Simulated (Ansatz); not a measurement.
## Geometry relaxation of C (part 2 of 3)

C (4 atoms in the cell); DFT PBE+D3(BJ), scalar-relativistic, plane waves, PAW, no spin polarisation (Ansatz 0.2.0); cutoff 420 eV, 18×18×6 k-mesh, Gaussian smearing of 0.1 eV. The structure derives from a Materials Project entry.

Geometry of the input (Å; fractional positions):
```
1.2280  -2.1271  0.0000
1.2280  2.1271  0.0000
0.0000  0.0000  7.1733
C  0.0834  0.9166  0.7531
C  0.5834  0.4166  0.2469
C  0.9166  0.0834  0.2469
C  0.4166  0.5834  0.7531
```

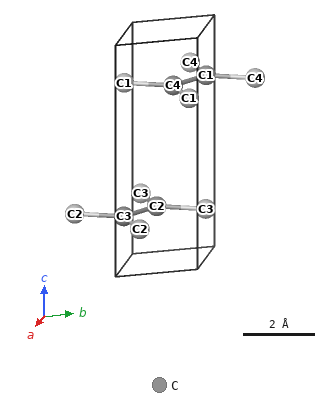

**Figure 1.** The geometry at step 7 of the log (ball-and-stick view of the cell of the calculation, seen slightly off an axis; neighbours outside the cell are drawn fainter; atoms are numbered from 1 in the order of the input).

## Log, continued
```
relax step   3: F+E_penalty+E_count = -1004.32810150 eV  Δ(F+E_penalty+E_count) = +5.335e-3 eV  max|allowed force component| = 5.912e-2 eV/Å  Δτ_max = 0.1200 Å  P = -1.482 GPa  Ω = 35.568 Å³  energy of the carried Pulay correction = +6.302e-3 eV  (7 SCF iters, dr2 threshold 4.00e-7 eV, rejected (line search))
Crystal: 4 atoms, lattice volume = 36.074 Å³
iter 1 solved again at ethr=1.88e-3 eV; its pass at ethr=3.10e-3 eV (dr2=3.00e-1 eV) is discarded
SCF iter   1: F=—  HF=-1004.423049 eV  |F-HF|=—  |Δ(HF+E_count)|=         —  Δρ=3.13e-2  dr2=3.05e-1  ethr=1.88e-3  ⟨swp⟩=1.0  Hψ=36140  notcnv=0
preconditioner: auto → none  [metal: Δε(μ)=0.020 eV  Ē_g=15.701 eV  σ=0.100 eV  W_gap=0.11  n_scr=4 (ndim 8)  ℏωp=24.7 eV  f_vac=0.030  D(μ)=0.07/eV (n_scr^D=0)]
SCF iter   2: F=—  HF=-1004.359784 eV  |F-HF|=—  |Δ(HF+E_count)|=   6.33e-2  Δρ=1.06e-2  dr2=8.65e-2  ethr=1.88e-3  ⟨swp⟩=2.6  Hψ=8506  notcnv=0
SCF iter   3: F=—  HF=-1004.338876 eV  |F-HF|=—  |Δ(HF+E_count)|=   2.09e-2  Δρ=7.69e-3  dr2=8.18e-3  ethr=5.41e-4  ⟨swp⟩=2.2  Hψ=7567  notcnv=0
SCF iter   4: F=—  HF=-1004.337742 eV  |F-HF|=—  |Δ(HF+E_count)|=   1.13e-3  Δρ=1.36e-3  dr2=2.02e-4  ethr=5.11e-5  ⟨swp⟩=1.9  Hψ=7077  notcnv=0
SCF iter   5: F=—  HF=-1004.337791 eV  |F-HF|=—  |Δ(HF+E_count)|=   4.85e-5  Δρ=7.57e-5  dr2=1.80e-6  ethr=1.26e-6  ⟨swp⟩=2.8  Hψ=7266  notcnv=0
SCF iter   6: F=—  HF=-1004.337814 eV  |F-HF|=—  |Δ(HF+E_count)|=   2.37e-5  Δρ=1.04e-5  dr2=1.82e-8  ethr=1.12e-8  ⟨swp⟩=2.7  Hψ=7199  notcnv=0
SCF iter   7: F=—  HF=-1004.337814 eV  |F-HF|=—  |Δ(HF+E_count)|=   1.47e-8  Δρ=1.99e-6  dr2=6.38e-10  ethr=1.14e-10  ⟨swp⟩=2.6  Hψ=7284  notcnv=0
SCF iter   8: F=-1004.337814 eV  HF=-1004.337814 eV  |F-HF|=2.50e-12  |Δ(HF+E_count)|=  8.81e-10  Δρ=9.84e-8  dr2=3.96e-12  ethr=1.00e-12  ⟨swp⟩=7.6  Hψ=23113  notcnv=0
SCF 4 converged in 8 iterations: F = -1004.337814 eV  dr2 = 3.96e-12
relax step   4: F+E_penalty+E_count = -1004.33781444 eV  Δ(F+E_penalty+E_count) = -4.378e-3 eV  max|allowed force component| = 4.543e-3 eV/Å  Δτ_max = 0.0318 Å  P = +0.269 GPa  Ω = 36.074 Å³  energy of the carried Pulay correction = +4.599e-3 eV  (8 SCF iters, accepted)
Crystal: 4 atoms, lattice volume = 36.122 Å³
iter 1 solved again at ethr=5.53e-6 eV; its pass at ethr=3.10e-3 eV (dr2=8.85e-4 eV) is discarded
SCF iter   1: F=—  HF=-1004.337843 eV  |F-HF|=—  |Δ(HF+E_count)|=         —  Δρ=1.73e-3  dr2=9.15e-4  ethr=5.53e-6  ⟨swp⟩=1.1  Hψ=29994  notcnv=0
preconditioner: auto → none  [metal: Δε(μ)=0.004 eV  Ē_g=15.675 eV  σ=0.100 eV  W_gap=0.02  n_scr=4 (ndim 8)  ℏωp=24.7 eV  f_vac=0.015  D(μ)=0.07/eV (n_scr^D=0)]
SCF iter   2: F=—  HF=-1004.337634 eV  |F-HF|=—  |Δ(HF+E_count)|=   2.09e-4  Δρ=5.90e-4  dr2=2.41e-4  ethr=5.53e-6  ⟨swp⟩=2.1  Hψ=5994  notcnv=0
SCF iter   3: F=—  HF=-1004.337602 eV  |F-HF|=—  |Δ(HF+E_count)|=   3.19e-5  Δρ=4.14e-4  dr2=2.53e-5  ethr=1.51e-6  ⟨swp⟩=2.1  Hψ=5917  notcnv=0
SCF iter   4: F=—  HF=-1004.337598 eV  |F-HF|=—  |Δ(HF+E_count)|=   4.19e-6  Δρ=9.68e-5  dr2=1.06e-6  ethr=1.58e-7  ⟨swp⟩=2.0  Hψ=6839  notcnv=0
SCF iter   5: F=-1004.337598 eV  HF=-1004.337598 eV  |F-HF|=9.32e-9  |Δ(HF+E_count)|=   1.03e-7  Δρ=1.29e-5  dr2=1.42e-8  ethr=2.50e-9  ⟨swp⟩=10.0  Hψ=32967  notcnv=0
SCF 5 converged in 5 iterations: F = -1004.337598 eV  dr2 = 1.42e-8
  greatest PAW one-centre occupation: 0.672 electrons in one spin orbital (limit 2), on the C atom at site 3 (counted from 0), in its partial waves of l = 0
relax step   5: F+E_penalty+E_count = -1004.33759803 eV  Δ(F+E_penalty+E_count) = +2.164e-4 eV  max|allowed force component| = 3.976e-2 eV/Å  Δτ_max = 0.0047 Å  P = -0.246 GPa  Ω = 36.122 Å³  energy of the carried Pulay correction = +4.439e-3 eV  (5 SCF iters, dr2 threshold 4.00e-7 eV, rejected (line search))
Basis set: ecut = 420 eV, 677 PW (Γ), exchange–correlation on 36×36×96 points (8 copies of the dense FFT grid, shifted against one another)
iter 1 solved again at ethr=1.42e-6 eV; its pass at ethr=3.10e-3 eV (dr2=2.28e-4 eV) is discarded
SCF iter   1: F=—  HF=-1004.337914 eV  |F-HF|=—  |Δ(HF+E_count)|=         —  Δρ=8.51e-4  dr2=2.31e-4  ethr=1.42e-6  ⟨swp⟩=1.5  Hψ=30987  notcnv=0
preconditioner: auto → none  [metal: Δε(μ)=0.005 eV  Ē_g=15.689 eV  σ=0.100 eV  W_gap=0.03  n_scr=4 (ndim 8)  ℏωp=24.7 eV  f_vac=0.013  D(μ)=0.07/eV (n_scr^D=0)]
SCF iter   2: F=—  HF=-1004.337859 eV  |F-HF|=—  |Δ(HF+E_count)|=   5.58e-5  Δρ=2.86e-4  dr2=5.73e-5  ethr=1.42e-6  ⟨swp⟩=2.1  Hψ=6036  notcnv=0
SCF iter   3: F=—  HF=-1004.337869 eV  |F-HF|=—  |Δ(HF+E_count)|=   1.00e-5  Δρ=1.95e-4  dr2=6.22e-6  ethr=3.58e-7  ⟨swp⟩=2.1  Hψ=5897  notcnv=0
SCF iter   4: F=—  HF=-1004.337869 eV  |F-HF|=—  |Δ(HF+E_count)|=   5.51e-7  Δρ=5.68e-5  dr2=4.15e-7  ethr=3.89e-8  ⟨swp⟩=2.0  Hψ=6554  notcnv=0
SCF iter   5: F=—  HF=-1004.337869 eV  |F-HF|=—  |Δ(HF+E_count)|=   1.90e-7  Δρ=8.59e-6  dr2=7.32e-9  ethr=2.59e-9  ⟨swp⟩=2.1  Hψ=7261  notcnv=0
SCF iter   6: F=—  HF=-1004.337869 eV  |F-HF|=—  |Δ(HF+E_count)|=   3.59e-9  Δρ=6.13e-7  dr2=4.87e-11  ethr=4.58e-11  ⟨swp⟩=2.9  Hψ=7353  notcnv=0
SCF iter   7: F=-1004.337869 eV  HF=-1004.337869 eV  |F-HF|=4.55e-13  |Δ(HF+E_count)|=  1.27e-11  Δρ=2.28e-8  dr2=7.96e-14  ethr=1.00e-12  ⟨swp⟩=6.0  Hψ=19016  notcnv=0
SCF 6 converged in 7 iterations: F = -1004.337869 eV  dr2 = 7.96e-14
relax step   6: F+E_penalty+E_count = -1004.33786892 eV  Δ(F+E_penalty+E_count) = -5.449e-5 eV  max|allowed force component| = 3.752e-3 eV/Å  Δτ_max = 0.0024 Å  P = +0.031 GPa  Ω = 36.074 Å³  energy of the carried Pulay correction = +4.597e-3 eV  (7 SCF iters, accepted)
Crystal: 4 atoms, lattice volume = 36.067 Å³
iter 1 solved again at ethr=2.28e-6 eV; its pass at ethr=3.10e-3 eV (dr2=3.65e-4 eV) is discarded
SCF iter   1: F=—  HF=-1004.337994 eV  |F-HF|=—  |Δ(HF+E_count)|=         —  Δρ=1.12e-3  dr2=3.79e-4  ethr=2.28e-6  ⟨swp⟩=1.1  Hψ=29768  notcnv=0
preconditioner: auto → none  [metal: Δε(μ)=0.103 eV  Ē_g=15.685 eV  σ=0.100 eV  W_gap=0.43  n_scr=4 (ndim 8)  ℏωp=24.7 eV  f_vac=0.013  D(μ)=0.07/eV (n_scr^D=0)]
SCF iter   2: F=—  HF=-1004.337911 eV  |F-HF|=—  |Δ(HF+E_count)|=   8.26e-5  Δρ=3.85e-4  dr2=1.05e-4  ethr=2.28e-6  ⟨swp⟩=2.1  Hψ=5974  notcnv=0
SCF iter   3: F=—  HF=-1004.337886 eV  |F-HF|=—  |Δ(HF+E_count)|=   2.48e-5  Δρ=2.77e-4  dr2=1.06e-5  ethr=6.53e-7  ⟨swp⟩=2.2  Hψ=5951  notcnv=0
SCF iter   4: F=—  HF=-1004.337909 eV  |F-HF|=—  |Δ(HF+E_count)|=   2.24e-5  Δρ=5.20e-5  dr2=2.77e-7  ethr=6.64e-8  ⟨swp⟩=2.1  Hψ=6941  notcnv=0
SCF iter   5: F=-1004.337909 eV  HF=-1004.337909 eV  |F-HF|=3.40e-10  |Δ(HF+E_count)|=   5.83e-8  Δρ=4.16e-6  dr2=1.95e-9  ethr=6.80e-11  ⟨swp⟩=6.6  Hψ=26913  notcnv=0
SCF 7 converged in 5 iterations: F = -1004.337909 eV  dr2 = 1.95e-9
relax step   7: F+E_penalty+E_count = -1004.33790896 eV  Δ(F+E_penalty+E_count) = -4.003e-5 eV  max|allowed force component| = 3.477e-4 eV/Å  Δτ_max = 0.0031 Å  P = -0.000 GPa  Ω = 36.067 Å³  energy of the carried Pulay correction = +4.621e-3 eV  (5 SCF iters, dr2 threshold 1.09e-8 eV, accepted)
Initial wavefunctions: pseudopotential atomic-orbital guess (no wavefunctions were taken with the density)
iter 1 solved again at ethr=1.89e-7 eV; its pass at ethr=3.10e-3 eV (dr2=3.02e-5 eV) is discarded
SCF iter   1: F=—  HF=-1004.334293 eV  |F-HF|=—  |Δ(HF+E_count)|=         —  Δρ=2.47e-4  dr2=2.87e-6  ethr=1.89e-7  ⟨swp⟩=3.6  Hψ=36685  notcnv=0
preconditioner: auto → none  [metal: Δε(μ)=0.102 eV  Ē_g=15.685 eV  σ=0.100 eV  W_gap=0.43  n_scr=4 (ndim 8)  ℏωp=24.7 eV  f_vac=0.013  D(μ)=0.07/eV (n_scr^D=0)]
SCF iter   2: F=—  HF=-1004.334331 eV  |F-HF|=—  |Δ(HF+E_count)|=   3.74e-5  Δρ=1.25e-4  dr2=6.47e-7  ethr=1.80e-8  ⟨swp⟩=3.0  Hψ=7287  notcnv=0
SCF iter   3: F=—  HF=-1004.334336 eV  |F-HF|=—  |Δ(HF+E_count)|=   4.98e-6  Δρ=8.55e-6  dr2=4.98e-9  ethr=4.05e-9  ⟨swp⟩=2.1  Hψ=7214  notcnv=0
SCF iter   4: F=—  HF=-1004.334336 eV  |F-HF|=—  |Δ(HF+E_count)|=   2.71e-8  Δρ=1.51e-6  dr2=2.74e-9  ethr=3.11e-11  ⟨swp⟩=2.1  Hψ=7317  notcnv=0
SCF iter   5: F=—  HF=-1004.334336 eV  |F-HF|=—  |Δ(HF+E_count)|=  6.52e-10  Δρ=7.84e-7  dr2=1.05e-10  ethr=1.72e-11  ⟨swp⟩=2.0  Hψ=5831  notcnv=0
SCF iter   6: F=-1004.334336 eV  HF=-1004.334336 eV  |F-HF|=1.82e-12  |Δ(HF+E_count)|=  1.50e-10  Δρ=7.80e-8  dr2=9.19e-13  ethr=1.00e-12  ⟨swp⟩=6.3  Hψ=19101  notcnv=0
SCF 8 converged in 6 iterations: F = -1004.334336 eV  dr2 = 9.19e-13
relax step   8: F+E_penalty+E_count = -1004.33433568 eV  Δ(F+E_penalty+E_count) = +3.573e-3 eV  max|allowed force component| = 3.266e-4 eV/Å  Δτ_max = 0.0000 Å  P = -0.159 GPa  Ω = 36.067 Å³  stress off target by 2.69e-1 GPa  SCF on the basis re-selected at this cell (its energy is not comparable with the rows above)  (6 SCF iters)
basis re-selected at this cell: Δ(F+E_penalty+E_count) = +3.573e-3 eV, ΔP = -0.158 GPa vs the last step (what re-selecting the basis moved, of the pressure what is left beyond the Pulay correction that the steps carried, after the strain that the cell walked since its last selection, with what the two solves' SCF thresholds leave and, on support functions, any second-order correction that the steps lacked; it is no measure of the basis error at this ecutwfc). This SCF's stress stands 2.69e-1 GPa from its target on what of the cell is left free (relax.cell.stress_tol is 5.00e-2 GPa) and its largest allowed force component is 3.27e-4 eV/Å (relax.f_tol is 5.00e-3 eV/Å): not within both, so this SCF does not close the relaxation
Crystal: 4 atoms, lattice volume = 35.827 Å³
iter 1 solved again at ethr=3.54e-6 eV; its pass at ethr=3.10e-3 eV (dr2=5.66e-4 eV) is discarded
SCF iter   1: F=—  HF=-1004.335543 eV  |F-HF|=—  |Δ(HF+E_count)|=         —  Δρ=9.24e-4  dr2=4.11e-4  ethr=3.54e-6  ⟨swp⟩=2.2  Hψ=33859  notcnv=0
preconditioner: auto → none  [metal: Δε(μ)=0.108 eV  Ē_g=15.703 eV  σ=0.100 eV  W_gap=0.44  n_scr=4 (ndim 8)  ℏωp=24.8 eV  f_vac=0.006  D(μ)=0.07/eV (n_scr^D=0)]
SCF iter   2: F=—  HF=-1004.335416 eV  |F-HF|=—  |Δ(HF+E_count)|=   1.27e-4  Δρ=3.43e-4  dr2=4.99e-5  ethr=2.57e-6  ⟨swp⟩=2.8  Hψ=7244  notcnv=0
SCF iter   3: F=—  HF=-1004.335433 eV  |F-HF|=—  |Δ(HF+E_count)|=   1.75e-5  Δρ=1.07e-4  dr2=1.08e-5  ethr=3.12e-7  ⟨swp⟩=2.3  Hψ=7048  notcnv=0
SCF iter   4: F=—  HF=-1004.335431 eV  |F-HF|=—  |Δ(HF+E_count)|=   2.44e-6  Δρ=5.63e-5  dr2=5.10e-7  ethr=6.73e-8  ⟨swp⟩=2.1  Hψ=5841  notcnv=0
iter 5 did not close the SCF: its close was put off for the readings that it lacked (scf_convergence_deferred on its scf_iter line)
SCF iter   5: F=-1004.335431 eV  HF=-1004.335431 eV  |F-HF|=4.14e-9  |Δ(HF+E_count)|=   3.81e-7  Δρ=4.55e-6  dr2=3.79e-9  ethr=3.19e-9  ⟨swp⟩=2.8  Hψ=7018  notcnv=0
SCF iter   6: F=-1004.335431 eV  HF=-1004.335431 eV  |F-HF|=1.44e-10  |Δ(HF+E_count)|=   5.24e-9  Δρ=4.81e-7  dr2=3.68e-11  ethr=2.37e-11  ⟨swp⟩=5.7  Hψ=24573  notcnv=0
SCF 9 converged in 6 iterations: F = -1004.335431 eV  dr2 = 3.68e-11
relax step   9: F+E_penalty+E_count = -1004.33543104 eV  Δ(F+E_penalty+E_count) = -1.095e-3 eV  max|allowed force component| = 5.135e-5 eV/Å  Δτ_max = 0.0005 Å  P = -0.011 GPa  Ω = 35.827 Å³  energy of the carried Pulay correction = +8.929e-4 eV  (6 SCF iters, dr2 threshold 1.81e-7 eV, accepted)
iter 1 solved again at ethr=1.48e-7 eV; its pass at ethr=3.10e-3 eV (dr2=2.37e-5 eV) is discarded
SCF iter   1: F=—  HF=-1004.334548 eV  |F-HF|=—  |Δ(HF+E_count)|=         —  Δρ=4.71e-5  dr2=1.11e-7  ethr=1.48e-7  ⟨swp⟩=3.7  Hψ=36958  notcnv=0
preconditioner: auto → none  [metal: Δε(μ)=0.108 eV  Ē_g=15.698 eV  σ=0.100 eV  W_gap=0.44  n_scr=4 (ndim 8)  ℏωp=24.8 eV  f_vac=0.008  D(μ)=0.07/eV (n_scr^D=0)]
SCF iter   2: F=—  HF=-1004.334570 eV  |F-HF|=—  |Δ(HF+E_count)|=   2.22e-5  Δρ=2.41e-5  dr2=2.52e-8  ethr=6.95e-10  ⟨swp⟩=2.2  Hψ=7367  notcnv=0
SCF iter   3: F=—  HF=-1004.334571 eV  |F-HF|=—  |Δ(HF+E_count)|=   1.74e-7  Δρ=1.45e-6  dr2=9.42e-11  ethr=1.58e-10  ⟨swp⟩=2.1  Hψ=7200  notcnv=0
iter 4 did not close the SCF: its close was put off for the readings that it lacked (scf_convergence_deferred on its scf_iter line)
SCF iter   4: F=-1004.334571 eV  HF=-1004.334571 eV  |F-HF|=1.01e-11  |Δ(HF+E_count)|=  7.80e-10  Δρ=1.54e-7  dr2=3.44e-12  ethr=1.00e-12  ⟨swp⟩=2.1  Hψ=7264  notcnv=0
iter 5 did not close the SCF: its close was put off for the readings that it lacked (scf_convergence_deferred on its scf_iter line)
SCF iter   5: F=-1004.334571 eV  HF=-1004.334571 eV  |F-HF|=4.32e-12  |Δ(HF+E_count)|=  1.23e-11  Δρ=5.03e-8  dr2=4.73e-12  ethr=1.00e-12  ⟨swp⟩=1.0  Hψ=4368  notcnv=0
iter 6 did not close the SCF: its close was put off for the readings that it lacked (scf_convergence_deferred on its scf_iter line)
SCF iter   6: F=-1004.334571 eV  HF=-1004.334571 eV  |F-HF|=0.00e0  |Δ(HF+E_count)|=  1.02e-12  Δρ=8.43e-9  dr2=2.01e-14  ethr=1.00e-12  ⟨swp⟩=1.0  Hψ=4368  notcnv=0
iter 7 did not close the SCF: its close was put off for the readings that it lacked (scf_convergence_deferred on its scf_iter line)
SCF iter   7: F=-1004.334571 eV  HF=-1004.334571 eV  |F-HF|=0.00e0  |Δ(HF+E_count)|=  1.14e-13  Δρ=2.98e-9  dr2=7.27e-15  ethr=1.00e-12  ⟨swp⟩=1.0  Hψ=4368  notcnv=0
SCF iter   8: F=-1004.334571 eV  HF=-1004.334571 eV  |F-HF|=4.55e-13  |Δ(HF+E_count)|=  4.55e-13  Δρ=1.78e-9  dr2=3.67e-15  ethr=1.00e-12  ⟨swp⟩=2.9  Hψ=14221  notcnv=0
SCF 10 converged in 8 iterations: F = -1004.334571 eV  dr2 = 3.67e-15
relax step  10: F+E_penalty+E_count = -1004.33457065 eV  Δ(F+E_penalty+E_count) = +8.604e-4 eV  max|allowed force component| = 1.019e-4 eV/Å  Δτ_max = 0.0000 Å  P = -0.032 GPa  Ω = 35.827 Å³  stress off target by 6.79e-2 GPa  SCF on the basis re-selected at this cell (its energy is not comparable with the rows above)  (8 SCF iters)
basis re-selected at this cell: Δ(F+E_penalty+E_count) = +8.604e-4 eV, ΔP = -0.022 GPa vs the last step (what re-selecting the basis moved, of the pressure what is left beyond the Pulay correction that the steps carried, after the strain that the cell walked since its last selection, with what the two solves' SCF thresholds leave and, on support functions, any second-order correction that the steps lacked; it is no measure of the basis error at this ecutwfc). This SCF's stress stands 6.79e-2 GPa from its target on what of the cell is left free (relax.cell.stress_tol is 5.00e-2 GPa) and its largest allowed force component is 1.02e-4 eV/Å (relax.f_tol is 5.00e-3 eV/Å): not within both, so this SCF does not close the relaxation
Crystal: 4 atoms, lattice volume = 35.775 Å³
iter 1 solved again at ethr=1.64e-7 eV; its pass at ethr=3.10e-3 eV (dr2=2.63e-5 eV) is discarded
```
